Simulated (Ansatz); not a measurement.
## Single-point calculation of CuO

The run: single-point calculation of CuO (4 atoms in the cell). Method and program: DFT r2SCAN, scalar-relativistic, plane waves, PAW, spin-polarised (Ansatz 0.2.0).

The structure derives from a Materials Project entry. It belongs to a series of runs on one base structure; here: kmesh: [1, 1, 1] Gamma-centred. Figures and captions count atoms from 1; the log counts them from 0 in places.

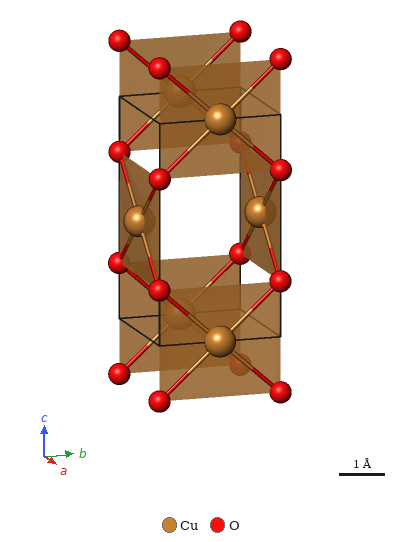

The structure (polyhedral view of the cell of the calculation, seen slightly off an axis; polyhedra are completed across the faces of the cell). An atom can appear more than once, as a periodic image.

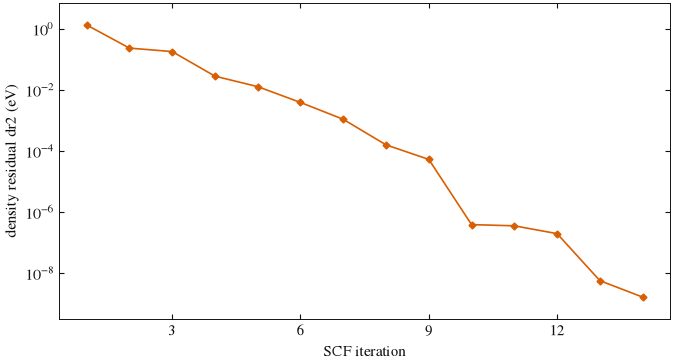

Convergence of the self-consistent field: density residual dr2 against the SCF iteration. The residual falls at every step.

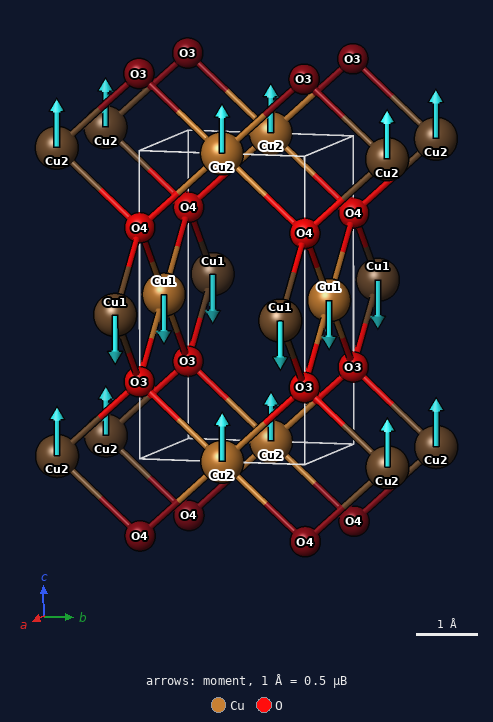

Magnetic moments of the sites as teal arrows (ball-and-stick view of the cell of the calculation, seen slightly off an axis; neighbours outside the cell are drawn fainter; atoms are numbered from 1 in the order of the input); small moments hardly show. The run is collinear, so the axis drawn is arbitrary. Site moments: Cu1 (−0.43 μB); Cu2 (0.43 μB). They are counted near the atoms and needn't add up to the moment of the cell.

These pictures come from the run below.

## Input
```yaml
crystal:
  lattice:
    - [2.8795009639, 0.0, 0.0]
    - [0.039072758, 2.8792794796, 0.0]
    - [0.0174953863, 0.0172449008, 5.1763391994]
  atoms:
    - { symbol: Cu, position: [0.5, 0.0, 0.5], spin: -0.61 }
    - { symbol: Cu, position: [0.0, 0.5, 0.0], spin: 0.61 }
    - { symbol: O, position: [0.00157603, 0.99832822, 0.2501129] }
    - { symbol: O, position: [0.99842397, 0.00167178, 0.7498871] }
basis:
  ecutwfc: 500
kpoints:
  mp_grid: { grid: [1, 1, 1] }
hamiltonian:
  xc: r2scan
scf:
  occupations: { method: gaussian, width: 0.1 }
output:
  forces: true
  stress: true
  eigenvalues: true
  populations: true
magnetization:
  spin_polarized: true
```

Launch command:
```bash
ansatz run input.yaml --threads 1 --pin off --max-ram 2560MiB --backend cpu --events-out ev --progress --plain --runs-dir out
```

## The program's output
```
Engine: ansatz 0.2.0, x86_64-unknown-linux-gnu
Pseudopotentials: kind: paw
Pseudopotential: Cu, paw, valence charge 19, recommended cutoff 500 eV (meta_gga), Cu.paw.azcp
Pseudopotential: O, paw, valence charge 6, recommended cutoff 500 eV (meta_gga), O.paw.azcp
Functional definition: r2SCAN
  parameter k0 = 0.174
  parameter k1 = 0.065
  parameter a1 = 4.9479
  exchange = r2scan_x(k0 = k0, k1 = k1, a1 = a1)
  correlation = r2scan_c
Crystal: 4 atoms, lattice volume = 42.916 Å³
Basis set: ecut = 500 eV, 1087 PW (Γ), exchange–correlation on 96×96×160 points (64 copies of the dense FFT grid, shifted against one another)
Bands: 31, of which v1, the nominal top of the filled ones, is band 25 counted from 1 (24 counted from 0)
Symmetry: 2 space group operations
Space group: P-1 (ITA 2), of the structure as read, at distance tolerance 3.5e-5 Å
Magnetic group: BNS 2.4 (UNI 4), of the structure as read, at distance tolerance 3.5e-5 Å
k-points: 1
Non-local potential: Cu, projectors of the file, l = 0: 3, l = 1: 2, l = 2: 3, l = 3: 1
Non-local potential: O, projectors of the file, l = 0: 2, l = 1: 2, l = 2: 1
PAW form: soft (Blöchl's): semilocal exchange-correlation on the pseudo side does not see the compensation charge
PAW frozen core: Cu, regenerated for the run's functional (the file was generated under x = pbe(κ = 0.804, μ = 0.2195149727645171), c = pbe(β = 0.06672455060314922))
PAW frozen core: O, regenerated for the run's functional (the file was generated under x = pbe(κ = 0.804, μ = 0.2195149727645171), c = pbe(β = 0.06672455060314922))
PAW one-centre angular grid: Cu, 590 points (default); XC on 160 Gauss nodes
PAW one-centre angular grid: O, 302 points (default); XC on 160 Gauss nodes
Initial density: superposition of atomic densities (chi_scale 0.1, normalization cell, long waves kept (reshape's long-wave potential 0.00 eV rms))
Starting moments: Σ|m| = 1.22 μB on 2 of 4 sites
Starting magnetic order: compensated ferrimagnet; no operation exchanges its spin sublattices
Initial wavefunctions: pseudopotential atomic-orbital guess
Functional: x = r2scan, c = r2scan; τ floored in thin density (d = 2e-4 eV/Å³)
iter 1 solved again at ethr=2.70e-3 eV; its pass at ethr=3.10e-3 eV (dr2=1.35e0 eV) is discarded
SCF iter   1: F=—  HF=-14392.979396 eV  |F-HF|=—  |Δ(HF+E_count)|=         —  Δρ=4.81e-2 (↑4.81e-2 ↓4.80e-2)  dr2=1.34e0  dr2_τ=9.72e-2  dr2_m=4.32e-1  M=-0.001 μB ∫|m|=1.480 μB  β_m=0.30  ethr=2.70e-3  ⟨swp⟩=1.0  Hψ=303  notcnv=0
preconditioner: auto → none  [insulator: Δε(μ)=0.278 eV  Ē_g=13.513 eV  σ=0.100 eV  W_gap=0.95  n_scr=16 (ndim 8)  ℏωp=33.1 eV  f_vac=0.003  D(μ)=3.04/eV (n_scr^D=36)  ε∞_Penn≈7.0]
SCF iter   2: F=—  HF=-14393.714330 eV  |F-HF|=—  |Δ(HF+E_count)|=   7.35e-1  Δρ=3.40e-2 (↑3.40e-2 ↓3.38e-2)  dr2=2.34e-1  dr2_τ=1.61e-2  dr2_m=2.96e-1  M=0.000 μB ∫|m|=1.536 μB  β_m=0.30  ethr=2.68e-3  ⟨swp⟩=2.0  Hψ=106  notcnv=0  κ⁻¹=1.0e0(r=1)
spin-set hold released at iteration 2 (site moments show no strong build): the magnetisation degrees of freedom join the quasi-Newton model from the next iteration; the mixer history was kept
SCF iter   3: F=—  HF=-14394.121948 eV  |F-HF|=—  |Δ(HF+E_count)|=   4.08e-1  Δρ=2.52e-2 (↑2.50e-2 ↓2.52e-2)  dr2=1.80e-1  dr2_τ=5.74e-3  dr2_m=1.38e-1  M=-0.000 μB ∫|m|=1.582 μB  β_m=0.30  ethr=4.68e-4  ⟨swp⟩=2.0  Hψ=114  notcnv=0  defer=2  κ⁻¹=1.4e-1(r=2)
SCF iter   4: F=—  HF=-14394.438896 eV  |F-HF|=—  |Δ(HF+E_count)|=   3.17e-1  Δρ=1.25e-2 (↑1.25e-2 ↓1.22e-2)  dr2=2.82e-2  dr2_τ=1.74e-3  dr2_m=3.96e-2  M=0.000 μB ∫|m|=1.610 μB  β_m=0.30  ethr=3.60e-4  ⟨swp⟩=2.0  Hψ=104  notcnv=0  defer=2  κ⁻¹=6.1e-2(r=3)
SCF iter   5: F=—  HF=-14394.543603 eV  |F-HF|=—  |Δ(HF+E_count)|=   1.05e-1  Δρ=4.96e-3 (↑4.96e-3 ↓3.69e-3)  dr2=1.28e-2  dr2_τ=1.04e-4  dr2_m=2.92e-3  M=0.000 μB ∫|m|=1.655 μB  β_m=0.30  ethr=5.64e-5  ⟨swp⟩=2.0  Hψ=120  notcnv=0  defer=4  κ⁻¹=8.4e-3(r=4)
SCF iter   6: F=—  HF=-14394.545113 eV  |F-HF|=—  |Δ(HF+E_count)|=   1.51e-3  Δρ=2.98e-3 (↑2.14e-3 ↓2.98e-3)  dr2=3.89e-3  dr2_τ=3.97e-5  dr2_m=1.30e-3  M=0.000 μB ∫|m|=1.661 μB  β_m=0.30  ethr=2.55e-5  ⟨swp⟩=2.0  Hψ=75  notcnv=0  defer=4  κ⁻¹=2.2e-3(r=5)
SCF iter   7: F=—  HF=-14394.545176 eV  |F-HF|=—  |Δ(HF+E_count)|=   6.32e-5  Δρ=1.76e-3 (↑1.76e-3 ↓1.60e-3)  dr2=1.09e-3  dr2_τ=1.97e-5  dr2_m=7.17e-4  M=0.000 μB ∫|m|=1.664 μB  β_m=0.30  ethr=7.77e-6  ⟨swp⟩=1.0  Hψ=58  notcnv=0  defer=4  κ⁻¹=9.0e-5(r=6)
SCF iter   8: F=—  HF=-14394.545477 eV  |F-HF|=—  |Δ(HF+E_count)|=   3.01e-4  Δρ=4.09e-4 (↑4.04e-4 ↓4.09e-4)  dr2=1.59e-4  dr2_τ=7.77e-7  dr2_m=1.96e-5  M=0.000 μB ∫|m|=1.671 μB  β_m=0.30  ethr=2.17e-6  ⟨swp⟩=2.0  Hψ=90  notcnv=0  defer=4  κ⁻¹=9.6e-6(r=7)
SCF iter   9: F=—  HF=-14394.545471 eV  |F-HF|=—  |Δ(HF+E_count)|=   6.78e-6  Δρ=2.26e-4 (↑2.24e-4 ↓2.26e-4)  dr2=5.31e-5  dr2_τ=2.36e-7  dr2_m=4.22e-6  M=0.000 μB ∫|m|=1.672 μB  β_m=0.30  ethr=3.17e-7  ⟨swp⟩=1.0  Hψ=58  notcnv=0  defer=4  κ⁻¹=2.6e-6(r=8)
SCF iter  10: F=—  HF=-14394.545457 eV  |F-HF|=—  |Δ(HF+E_count)|=   1.39e-5  Δρ=5.09e-5 (↑4.99e-5 ↓5.09e-5)  dr2=3.89e-7  dr2_τ=2.06e-8  dr2_m=7.20e-7  M=0.000 μB ∫|m|=1.674 μB  β_m=0.30  ethr=1.06e-7  ⟨swp⟩=3.0  Hψ=94  notcnv=0  defer=4  κ⁻¹=1.3e-6(r=8)
SCF iter  11: F=—  HF=-14394.545458 eV  |F-HF|=—  |Δ(HF+E_count)|=   1.18e-6  Δρ=3.58e-5 (↑3.58e-5 ↓3.52e-5)  dr2=3.56e-7  dr2_τ=7.91e-9  dr2_m=3.68e-7  M=0.000 μB ∫|m|=1.674 μB  β_m=0.30  ethr=2.00e-10  ⟨swp⟩=8.0  Hψ=256  notcnv=0  κ⁻¹=5.6e-7(r=8)
SCF iter  12: F=—  HF=-14394.545459 eV  |F-HF|=—  |Δ(HF+E_count)|=   8.81e-7  Δρ=1.71e-5 (↑1.71e-5 ↓1.64e-5)  dr2=1.97e-7  dr2_τ=8.87e-10  dr2_m=3.96e-8  M=0.000 μB ∫|m|=1.675 μB  β_m=0.30  ethr=7.12e-10  ⟨swp⟩=2.0  Hψ=99  notcnv=0  κ⁻¹=3.6e-8(r=8)
SCF iter  13: F=—  HF=-14394.545459 eV  |F-HF|=—  |Δ(HF+E_count)|=   1.46e-8  Δρ=5.08e-6 (↑5.08e-6 ↓4.96e-6)  dr2=5.69e-9  dr2_τ=3.02e-10  dr2_m=6.76e-9  M=0.000 μB ∫|m|=1.675 μB  β_m=0.30  ethr=2.00e-10  ⟨swp⟩=4.0  Hψ=221  notcnv=0  κ⁻¹=1.4e-7(r=8)
SCF iter  14: F=-14394.545459 eV  HF=-14394.545459 eV  |F-HF|=1.91e-9  |Δ(HF+E_count)|=   1.64e-8  Δρ=2.53e-6 (↑2.25e-6 ↓2.53e-6)  dr2=1.65e-9  dr2_τ=3.94e-11  dr2_m=1.52e-9  M=0.000 μB ∫|m|=1.675 μB  ethr=1.14e-11  ⟨swp⟩=3.0  Hψ=168  notcnv=0
SCF 1 converged in 14 iterations: F = -14394.545459 eV  dr2 = 1.65e-9
  greatest PAW one-centre occupation: 1.000 electrons in one spin orbital (limit 2), on the Cu atom at site 1 (counted from 0), in its partial waves of l = 0
this state was not tested for a lower state beside it, because the mixer in use, unlike msr1, does not test its closes by its own steps (another_mixer; see scf.mixing.algorithm and scf.lower_state_search)
SCF converged after 14 iterations
Magnetization: 0.0000 μB (25.0000 up, 25.0000 down)
Absolute magnetization: 1.7246 μB (∫|ρ↑−ρ↓|, with the PAW one-centre terms)
Spin contamination: 1.0069 ħ² per cell (⟨S²⟩ above its minimum at these occupations)
Per-site moments (μB) at R_I (Å): [(-0.42694233326246517, 0.7983571883277322), (0.42672353309921546, 0.7986000271989621), (0.0001189034759160382, 0.7983571883277322), (0.00011890347591610169, 0.7983571883277323)]
Free energy (F): -14394.545459 eV
Harris-Foulkes:  -14394.545459 eV  (|F-HF|=1.91e-9)
Internal energy: -14394.545459 eV  (E = F + TS)
E sigma→0 (E₀):  -14394.545459 eV
Fermi energy:    12.210284 eV
--- Per-component energies (eV) ---
  E_band       = -973.482247
  E_kinetic    = 951.411824
  E_local      = -10034.095888  (includes V_loc(G=0)·N_el)
  E_nonlocal   = 875.431643
  E_hartree    = 4345.502184
  E_xc         = -310.831706
  E_vxc        = -454.426835  (∫ρ·V_xc dr)
  E_paw        = -3665.601759  (= ΣΔE_a)
  E_vpaw       = -1033.390626  (= ΣTr[D̂ρ^β])
  E_aug_tail   = 0.002536  (compensation charges beyond the density's cutoff)
  E_vtau       = 30.577530  (kinetic-family band-sum trace: ∫τ·v_τ [+ j·A + Jᵃ·Aᵃ] dr)
  E_ewald      = -6555.698196
  E_core_change = -0.666098  (= ΣΔE_core)
  E_smearing   = -0.000000  (= −TS)
  E_closure    = -0.000000  (closes the sum)
  Σ components = -14394.545459   (vs F -14394.545459, Δ=0.00e0)
--- Forces (eV/Å), atoms counted from 1 ---
  atom   1  Cu     0.00000000     0.00000000     0.00000000
  atom   2  Cu     0.00000000     0.00000000     0.00000000
  atom   3  O     -0.01611972     0.01585259    -0.01440285
  atom   4  O      0.01611972    -0.01585259     0.01440285
  max |Σ_I F_I| component: 0.00e0 eV/Å
--- Stress (GPa, compression-positive) ---
      -11.559801      -0.555706      -0.171953
       -0.555729     -11.566874      -0.182138
       -0.171955      -0.182140      15.025121
  P = ⅓ Tr σ = -2.7005 GPa (-27.005 kbar)
--- Band table (eV) ---
  k-point 0 ↑: bands = ["-106.4491", "-105.6524", "-62.3908", "-62.3583", "-61.9604", "-61.7165", "-61.3714", "-61.3166", "-9.2511", "-7.8881", "2.9591", "5.0067", "6.1981", "6.7184", "7.1995", "7.5262", "7.7647", "7.9158", "8.0085", "8.1388", "8.2830", "8.6866", "8.7331", "9.0705", "11.4035", "13.0183", "13.0340", "18.1173", "19.1805", "25.6027", "26.7185"]
  k-point 0 ↓: bands = ["-106.4514", "-105.6508", "-62.3935", "-62.3606", "-61.9620", "-61.7147", "-61.3699", "-61.3150", "-9.2509", "-7.8878", "2.9590", "5.0007", "6.2020", "6.7172", "7.2001", "7.5265", "7.7637", "7.9138", "8.0102", "8.1395", "8.2848", "8.6866", "8.7348", "9.0706", "11.4071", "13.0133", "13.0341", "18.1173", "19.1805", "25.6028", "26.7173"]
--- Löwdin populations: 4 sites ---
  site symbol       q [e]    m [muB]
     0     Cu     18.2065    -0.3526
     1     Cu     18.2072     0.3524
     2      O      6.7035     0.0001
     3      O      6.7035     0.0001
  spilling = 0.003585 (of n_electrons = 50.000000)
```

## File populations.tsv
```
# site	symbol	l	j	q_up	q_dn
# orbitals = lowdin
# n_electrons = 50.000000
# spilling = 0.003585
0	Cu	0_3S	-	0.998145	0.998089
0	Cu	0_4S	-	0.413403	0.399001
0	Cu	1_3P	-	2.999755	2.999667
0	Cu	2_3D	-	4.515678	4.882802
1	Cu	0_3S	-	0.998090	0.998146
1	Cu	0_4S	-	0.399060	0.413472
1	Cu	1_3P	-	2.999667	2.999755
1	Cu	2_3D	-	4.882992	4.516021
2	O	0_2S	-	0.821659	0.821658
2	O	1_2P	-	2.530137	2.530045
3	O	0_2S	-	0.821659	0.821658
3	O	1_2P	-	2.530137	2.530045
```

## Key numbers

| quantity | value |
| --- | --- |
| outcome | converged |
| space group (tolerance 0.01 Å) | C2/c (15) |
| electrons treated | 50 |
| free energy | −14394.5455 eV |
| Fermi energy | 12.210 eV |
| gap on the k-point mesh | 1.61 eV |
| net moment of the cell | 0.00 μB |
| integrated absolute moment | 1.72 μB |
| pressure | −2.70 GPa |
| largest force (length of the vector) | 0.027 eV/Å |
| hardware | 1 thread of Intel Xeon @ 2.50GHz (Skylake/Cascade Lake), 189 GiB of memory available, shared host |
| wall time | 11 s |
| peak memory | 0.41 GiB |

## Remarks

The electronic state found may not be the lowest one. Warnings of the run: the state was not tested for a lower one. So coarse a mesh can miss the band edges, so the true gap of this method can be much smaller, or zero. Semilocal DFT without U tends to delocalise the d electrons of such compounds and to underestimate the gap. The k-point mesh is coarse for a cell of this size, so the results may not be converged.
